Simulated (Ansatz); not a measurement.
**Geometry relaxation, with input and output: Al18N17 (charge +1) (part 3 of 3)**

Continued. System: Al18N17 (defect cell, 35 atoms in the cell, total charge +1). Method: DFT PBE, scalar-relativistic, plane waves, PAW, spin-polarised (Ansatz 0.2.0); cutoff 420 eV, 2×2×2 k-mesh, Gaussian smearing of 0.02 eV, collinear spins. The structure derives from a Materials Project entry. It belongs to a series of runs on one base structure; here: V_N, charge +1, atoms relaxed at the host's cell.

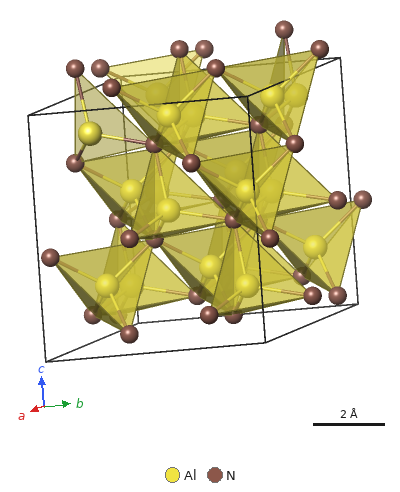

Fig. 1: The geometry at step 3 of the log (polyhedral view of the cell of the calculation, seen slightly off an axis; polyhedra are completed across the faces of the cell).

**File populations.tsv**
```
# site	symbol	l	j	q_up	q_dn
# orbitals = lowdin
# n_electrons = 138.000000
# spilling = 0.007935
0	Al	0_3S	-	0.304841	0.304843
0	Al	1_3P	-	0.716829	0.716834
1	Al	0_3S	-	0.279493	0.279493
1	Al	1_3P	-	0.665421	0.665420
2	Al	0_3S	-	0.279503	0.279503
2	Al	1_3P	-	0.665423	0.665423
3	Al	0_3S	-	0.279501	0.279501
3	Al	1_3P	-	0.665417	0.665417
4	Al	0_3S	-	0.279494	0.279494
4	Al	1_3P	-	0.665422	0.665422
5	Al	0_3S	-	0.279499	0.279499
5	Al	1_3P	-	0.665422	0.665422
6	Al	0_3S	-	0.279382	0.279381
6	Al	1_3P	-	0.672919	0.672919
7	Al	0_3S	-	0.279351	0.279351
7	Al	1_3P	-	0.665988	0.665988
8	Al	0_3S	-	0.279500	0.279500
8	Al	1_3P	-	0.665412	0.665412
9	Al	0_3S	-	0.310797	0.310798
9	Al	1_3P	-	0.722912	0.722913
10	Al	0_3S	-	0.281979	0.281979
10	Al	1_3P	-	0.666268	0.666268
11	Al	0_3S	-	0.310784	0.310783
11	Al	1_3P	-	0.722869	0.722868
12	Al	0_3S	-	0.310720	0.310718
12	Al	1_3P	-	0.722782	0.722778
13	Al	0_3S	-	0.279123	0.279123
13	Al	1_3P	-	0.666723	0.666723
14	Al	0_3S	-	0.281983	0.281983
14	Al	1_3P	-	0.666256	0.666256
15	Al	0_3S	-	0.279127	0.279127
15	Al	1_3P	-	0.666724	0.666724
16	Al	0_3S	-	0.281976	0.281976
16	Al	1_3P	-	0.666261	0.666261
17	Al	0_3S	-	0.279123	0.279123
17	Al	1_3P	-	0.666715	0.666715
18	N	0_2S	-	0.701850	0.701850
18	N	1_2P	-	2.301593	2.301593
19	N	0_2S	-	0.701861	0.701861
19	N	1_2P	-	2.301561	2.301561
20	N	0_2S	-	0.701855	0.701855
20	N	1_2P	-	2.301583	2.301583
21	N	0_2S	-	0.701860	0.701860
21	N	1_2P	-	2.301565	2.301565
22	N	0_2S	-	0.701854	0.701854
22	N	1_2P	-	2.301580	2.301580
23	N	0_2S	-	0.699557	0.699557
23	N	1_2P	-	2.307987	2.307987
24	N	0_2S	-	0.700838	0.700838
24	N	1_2P	-	2.305651	2.305651
25	N	0_2S	-	0.701849	0.701849
25	N	1_2P	-	2.301601	2.301601
26	N	0_2S	-	0.702870	0.702870
26	N	1_2P	-	2.300287	2.300287
27	N	0_2S	-	0.699460	0.699460
27	N	1_2P	-	2.308933	2.308933
28	N	0_2S	-	0.702876	0.702876
28	N	1_2P	-	2.300269	2.300270
29	N	0_2S	-	0.702874	0.702874
29	N	1_2P	-	2.300276	2.300276
30	N	0_2S	-	0.702268	0.702268
30	N	1_2P	-	2.301481	2.301481
31	N	0_2S	-	0.699461	0.699461
31	N	1_2P	-	2.308929	2.308929
32	N	0_2S	-	0.702266	0.702266
32	N	1_2P	-	2.301482	2.301482
33	N	0_2S	-	0.699462	0.699462
33	N	1_2P	-	2.308928	2.308928
34	N	0_2S	-	0.702267	0.702267
34	N	1_2P	-	2.301481	2.301481
```

**Trajectory as extended XYZ (Å, eV, eV/Å), 4 frames, from step=1 to step=4**
```
35
Lattice="4.6953 -2.7108 -5.0180 -4.6953 -2.7108 -5.0180 0.0000 5.4217 -5.0180" Properties=species:S:1:pos:R:3:forces:R:3 step=1 energy=-16256.54713
Al   -0.0177    3.4985   -7.5230    0.2406   1.3584  -1.3738
Al    3.1412   -1.8019   -7.5457   -0.1169   0.0777  -0.1367
Al   -1.5918    0.9079  -12.5223    0.2302   0.3295  -0.0406
Al    1.5607    0.8821   -7.5364    0.1572  -0.5656  -0.1091
Al   -3.1468   -1.8024   -7.5458    0.1201   0.0495  -0.1858
Al    1.5864    0.9082  -12.5214   -0.2941   0.3197  -0.0565
Al   -0.0024   -1.7887  -12.5550    0.0084  -0.2631   0.6932
Al   -0.0027   -1.8143   -7.5357   -0.0085  -0.0231  -0.0270
Al   -1.5653    0.8821   -7.5354   -0.1744  -0.6109  -0.1880
Al    3.2061    1.8564  -10.0014   -1.6971   0.0102  -0.0688
Al    1.5492   -0.9155   -5.0168   -0.2839  -0.1279   0.0826
Al   -3.2106    1.8548  -10.0099    1.6802   0.0113   0.0337
Al   -0.0165    1.8125   -5.0907    0.2668  -1.0012   1.0701
Al   -0.0026   -3.6114  -10.0253   -0.0031   0.6355   0.1023
Al   -0.0024    1.7870  -10.0675   -0.0151   0.2381  -0.3668
Al   -1.5792   -0.9034  -10.0447    0.1904  -0.0428   0.1813
Al   -1.5545   -0.9157   -5.0169    0.2753  -0.1795   0.0537
Al    1.5735   -0.9035  -10.0449   -0.2617  -0.0388   0.1882
N     3.1253   -1.7773   -5.6310    0.5905  -0.5190   0.1862
N    -1.6295    0.9170  -10.6171   -0.1574  -0.0665   0.0506
N     1.5629    0.8841   -5.6187   -0.3420   0.5862  -0.2683
N    -3.1302   -1.7765   -5.6312   -0.5927  -0.5126   0.1860
N     1.6238    0.9169  -10.6167    0.1915  -0.0651   0.0637
N    -0.0030   -1.7967  -10.6326    0.0107  -0.0121  -0.1024
N    -0.0026   -1.8221   -5.6200   -0.0069  -0.0061   0.0890
N    -1.5695    0.8825   -5.6179    0.1826   0.5324  -0.3039
N    -1.5396   -0.9156   -3.0888    0.1272  -0.2809   0.2996
N     1.5670   -0.9224   -8.1322    0.0885   0.0809   0.0386
N     1.5335   -0.9165   -3.0883   -0.2671  -0.3372   0.3517
N    -0.0023    1.7386   -8.1793   -0.0362   0.4206   1.1637
N    -0.0026    1.8384   -3.1614   -0.0343   0.1636  -0.1651
N    -0.0027   -3.6291   -8.1021    0.0089  -0.2283  -0.0714
N     3.1088    1.8153   -8.0875    0.5943  -0.0146  -0.6899
N    -1.5725   -0.9225   -8.1323   -0.0742   0.0967   0.0653
N    -3.1127    1.8159   -8.0865   -0.5978  -0.0151  -0.7455
35
Lattice="4.6953 -2.7108 -5.0180 -4.6953 -2.7108 -5.0180 0.0000 5.4217 -5.0180" Properties=species:S:1:pos:R:3:forces:R:3 step=2 energy=-16257.01857
Al   -0.0086    3.5926   -7.6163    0.1146   0.3270  -0.0346
Al    3.1228   -1.7991   -7.5358    0.0206   0.0045   0.0497
Al   -1.5668    0.9002  -12.5389    0.1626   0.1086  -0.0536
Al    1.5717    0.8859   -7.5425   -0.0793  -0.1030   0.1197
Al   -3.1299   -1.7986   -7.5371   -0.0198   0.0015   0.0475
Al    1.5601    0.9004  -12.5391   -0.1634   0.1072  -0.0548
Al   -0.0031   -1.8016  -12.5321    0.0041  -0.0147   0.0413
Al   -0.0033   -1.8144   -7.5260    0.0014  -0.0615  -0.1078
Al   -1.5779    0.8857   -7.5426    0.0789  -0.1005   0.1086
Al    3.0902    1.8451  -10.0199   -0.1054  -0.1386  -0.0515
Al    1.5560   -0.9100   -5.0275    0.1205   0.0543  -0.0130
Al   -3.0961    1.8444  -10.0251    0.0811  -0.1265   0.0286
Al   -0.0083    1.7372   -5.0146    0.1245   0.1124   0.0656
Al   -0.0037   -3.6038  -10.0239   -0.0009   0.0843   0.0452
Al   -0.0031    1.8078  -10.0355   -0.0026  -0.2267  -0.3266
Al   -1.5660   -0.9161  -10.0287    0.0506   0.0241   0.0023
Al   -1.5632   -0.9098   -5.0290   -0.1113   0.0420  -0.0064
Al    1.5588   -0.9162  -10.0293   -0.0555   0.0280   0.0080
N     3.1338   -1.7889   -5.6239    0.0387  -0.3631   0.0839
N    -1.5709    0.8855  -10.6355   -0.2327   0.2599   0.2078
N     1.5739    0.8929   -5.6279   -0.2891   0.2214   0.0794
N    -3.1408   -1.7880   -5.6245   -0.0382  -0.3617   0.0817
N     1.5642    0.8854  -10.6359    0.2519   0.2725   0.2226
N    -0.0036   -1.8026  -10.6238    0.0060  -0.0992  -0.1039
N    -0.0036   -1.8124   -5.6113    0.0019  -0.0349   0.1912
N    -1.5777    0.8942   -5.6264    0.1692   0.1705   0.0314
N    -1.5803   -0.8987   -3.1038    0.3440  -0.1908   0.1095
N     1.5592   -0.9168   -8.1220    0.0448   0.0956  -0.0054
N     1.5762   -0.8977   -3.1031   -0.4559  -0.2417   0.1306
N    -0.0030    1.7811   -8.1283   -0.0096   0.2685   0.2394
N    -0.0040    1.8254   -3.1112   -0.0012  -0.1251  -0.2811
N    -0.0033   -3.6218   -8.1125    0.0040  -0.0317  -0.0171
N     3.1279    1.8058   -8.1140    0.1038  -0.0280  -0.3921
N    -1.5655   -0.9167   -8.1215   -0.0488   0.1035  -0.0018
N    -3.1336    1.8063   -8.1128   -0.1094  -0.0382  -0.4446
35
Lattice="4.6953 -2.7108 -5.0180 -4.6953 -2.7108 -5.0180 0.0000 5.4217 -5.0180" Properties=species:S:1:pos:R:3:forces:R:3 step=3 energy=-16257.07818
Al   -0.0034    3.6113   -7.6102   -0.0013  -0.0055  -0.0038
Al    3.1242   -1.8015   -7.5323    0.0137  -0.0050  -0.0009
Al   -1.5594    0.8974  -12.5500   -0.0148  -0.0038  -0.0025
Al    1.5683    0.8929   -7.5325   -0.0003   0.0185  -0.0002
Al   -3.1311   -1.8015   -7.5320   -0.0142  -0.0046  -0.0042
Al    1.5523    0.8974  -12.5497    0.0168  -0.0030  -0.0039
Al   -0.0035   -1.8105  -12.5441   -0.0003   0.0014   0.0067
Al   -0.0034   -1.8111   -7.5215   -0.0002  -0.0021   0.0024
Al   -1.5753    0.8929   -7.5324    0.0032   0.0193   0.0035
Al    3.0941    1.8234  -10.0361   -0.0065  -0.0028   0.0276
Al    1.5623   -0.9068   -5.0231    0.0161   0.0100  -0.0120
Al   -3.1002    1.8241  -10.0354    0.0004  -0.0081   0.0274
Al   -0.0033    1.7635   -5.0167   -0.0009   0.0095   0.0183
Al   -0.0035   -3.6098  -10.0255   -0.0015  -0.0040  -0.0187
Al   -0.0035    1.8025  -10.0402    0.0000  -0.0141  -0.0218
Al   -1.5619   -0.9109  -10.0256   -0.0061  -0.0002  -0.0189
Al   -1.5692   -0.9067   -5.0232   -0.0146   0.0097  -0.0093
Al    1.5547   -0.9110  -10.0256    0.0072   0.0012  -0.0196
N     3.1379   -1.8135   -5.6182   -0.0191   0.0369   0.0083
N    -1.5778    0.8922  -10.6355    0.0547  -0.0022   0.0029
N     1.5642    0.9115   -5.6180    0.0294  -0.0434   0.0055
N    -3.1449   -1.8135   -5.6180    0.0211   0.0408   0.0083
N     1.5703    0.8923  -10.6355   -0.0483  -0.0034   0.0041
N    -0.0036   -1.8106  -10.6341    0.0008   0.0027  -0.0081
N    -0.0034   -1.8111   -5.5987   -0.0016   0.0024   0.0013
N    -1.5710    0.9116   -5.6177   -0.0314  -0.0446   0.0033
N    -1.5686   -0.9069   -3.0906   -0.0305   0.0127  -0.0357
N     1.5602   -0.9083   -8.1166   -0.0096  -0.0013   0.0081
N     1.5616   -0.9067   -3.0907    0.0297   0.0103  -0.0352
N    -0.0035    1.8037   -8.1085    0.0002  -0.0320  -0.0326
N    -0.0034    1.8149   -3.1249    0.0003  -0.0246   0.0292
N    -0.0035   -3.6168   -8.1164   -0.0006   0.0107   0.0070
N     3.1357    1.7983   -8.1434   -0.0100   0.0096   0.0307
N    -1.5672   -0.9083   -8.1165    0.0096  -0.0018   0.0078
N    -3.1425    1.7983   -8.1428    0.0084   0.0102   0.0252
35
Lattice="4.6953 -2.7108 -5.0180 -4.6953 -2.7108 -5.0180 0.0000 5.4217 -5.0180" Properties=species:S:1:pos:R:3:forces:R:3 step=4 energy=-16257.07915
Al   -0.0035    3.6110   -7.6136    0.0013   0.0000  -0.0200
Al    3.1240   -1.8027   -7.5318   -0.0064   0.0024  -0.0021
Al   -1.5603    0.8983  -12.5500    0.0059   0.0054  -0.0005
Al    1.5672    0.8939   -7.5320   -0.0015  -0.0080  -0.0007
Al   -3.1310   -1.8027   -7.5320    0.0072   0.0020  -0.0003
Al    1.5534    0.8984  -12.5499   -0.0066   0.0046  -0.0020
Al   -0.0035   -1.8107  -12.5423    0.0006  -0.0009   0.0039
Al   -0.0035   -1.8108   -7.5225   -0.0007   0.0012   0.0004
Al   -1.5741    0.8939   -7.5319    0.0006  -0.0087  -0.0024
Al    3.0920    1.8238  -10.0315   -0.0060   0.0035  -0.0035
Al    1.5631   -0.9063   -5.0257   -0.0061  -0.0035   0.0031
Al   -3.0988    1.8239  -10.0314    0.0064   0.0037  -0.0054
Al   -0.0035    1.7628   -5.0132    0.0007  -0.0027  -0.0040
Al   -0.0035   -3.6102  -10.0268    0.0016   0.0009   0.0084
Al   -0.0034    1.8022  -10.0438   -0.0009   0.0060   0.0041
Al   -1.5619   -0.9109  -10.0268    0.0014  -0.0004   0.0090
Al   -1.5699   -0.9063   -5.0256    0.0046  -0.0043   0.0015
Al    1.5549   -0.9109  -10.0268   -0.0016  -0.0019   0.0084
N     3.1370   -1.8129   -5.6175    0.0000  -0.0041   0.0005
N    -1.5756    0.8923  -10.6355   -0.0034   0.0014  -0.0009
N     1.5649    0.9101   -5.6175   -0.0027   0.0011  -0.0010
N    -3.1439   -1.8129   -5.6175   -0.0008  -0.0042   0.0009
N     1.5688    0.8923  -10.6355    0.0029   0.0016  -0.0003
N    -0.0035   -1.8107  -10.6334    0.0000   0.0005  -0.0098
N    -0.0034   -1.8107   -5.5999    0.0002   0.0004   0.0017
N    -1.5719    0.9101   -5.6175    0.0029   0.0018   0.0000
N    -1.5700   -0.9063   -3.0943    0.0054  -0.0023   0.0019
N     1.5602   -0.9079   -8.1165    0.0033   0.0023  -0.0003
N     1.5630   -0.9063   -3.0943   -0.0052  -0.0027   0.0010
N    -0.0035    1.8023   -8.1123    0.0002   0.0046   0.0011
N    -0.0035    1.8132   -3.1213   -0.0008  -0.0011   0.0023
N    -0.0035   -3.6164   -8.1165   -0.0001  -0.0044   0.0003
N     3.1350    1.7989   -8.1393   -0.0018   0.0017   0.0013
N    -1.5672   -0.9079   -8.1165   -0.0026   0.0024  -0.0004
N    -3.1420    1.7989   -8.1394    0.0018   0.0018   0.0036
```

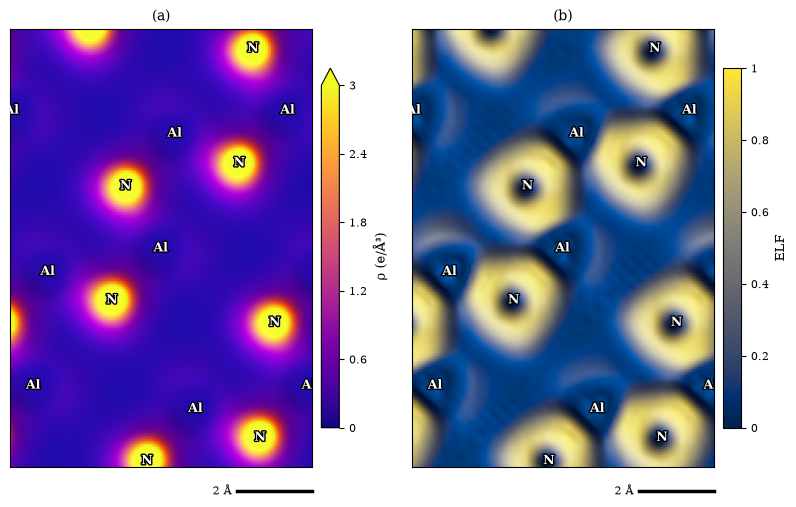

Fig. 2: (a) valence electron density; (b) electron localisation function on the (11̄0) plane of the calculation cell. Atoms in the plane: Al and N. Al–N (1.91 Å): the density is about 0.66 e/Å³ at the midpoint; the ELF peaks at about 0.90 between the atoms, which marks a shared but strongly polarised pair. Al–N (1.91 Å): ρ at the midpoint is about 0.65 e/Å³; the ELF peaks at about 0.90 between the atoms, which marks a polar covalent bond. Away from the nuclei the density in this plane falls to 0.04 e/Å³ at its lowest. The fields are those of the smooth PAW valence density.

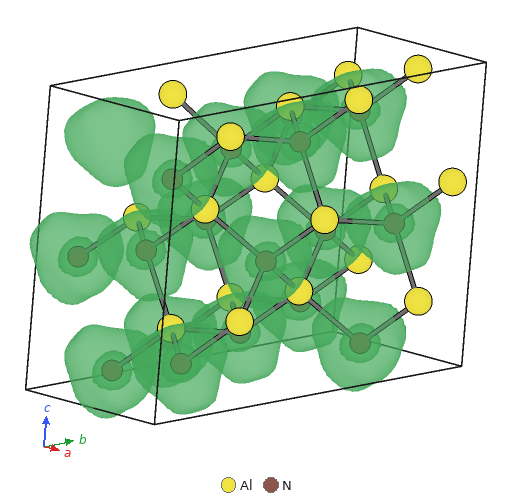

Fig. 3: Isosurface of the ELF at 0.7 (green), seen slightly off an axis. Only the valence region is drawn (cores and ρ < 0.01 e/Å³ removed). Sticks mark near contacts. The outline is the calculation cell. Along the contacts the grid gives the following. Al–N (1.88 Å): the ELF peaks at about 0.90 between the atoms (a polar covalent bond).

**Key numbers**

| quantity | value |
| --- | --- |
| outcome | converged |
| electrons treated | 138 |
| free energy | −16257.0791 eV |
| Fermi energy | 8.841 eV |
| gap on the k-point mesh | 3.34 eV |
| net moment of the cell | 0.00 μB |
| integrated absolute moment | 0.00 μB |
| final volume | 383.22 Å³ |
| largest force (length of the vector) at the end | 0.020 eV/Å |
| wall time | 36 s (CPU time 4.5 min) |
| peak memory | 1.6 GiB |

**Notes**

Warnings of the run: some starting moments were not kept.
